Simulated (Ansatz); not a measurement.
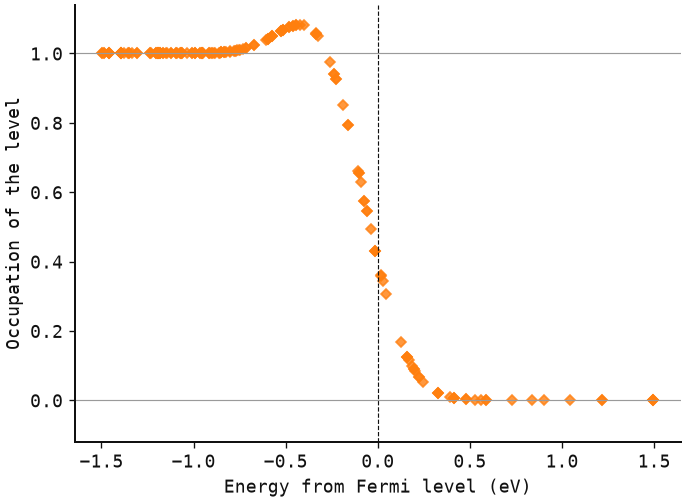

Occupations of the one-electron levels of the k mesh against their energy, from a run on AlRu, space group Pm-3m, 2 atoms in the cell, with Ansatz.

Q: Which smearing scheme was used (Fermi-Dirac, Gaussian, Methfessel-Paxton or cold), and about what width?

A: cold (Marzari-Vanderbilt) smearing with a width of 0.3 eV. The occupations overshoot 1 below the Fermi level (up to 1.08) but never turn negative, and they are not symmetric about it.

Q: Is that width safe?

A: It is wide: energies, forces and moments pick up smearing errors, and small gaps get partly filled, so it should be reduced or extrapolated to zero width.
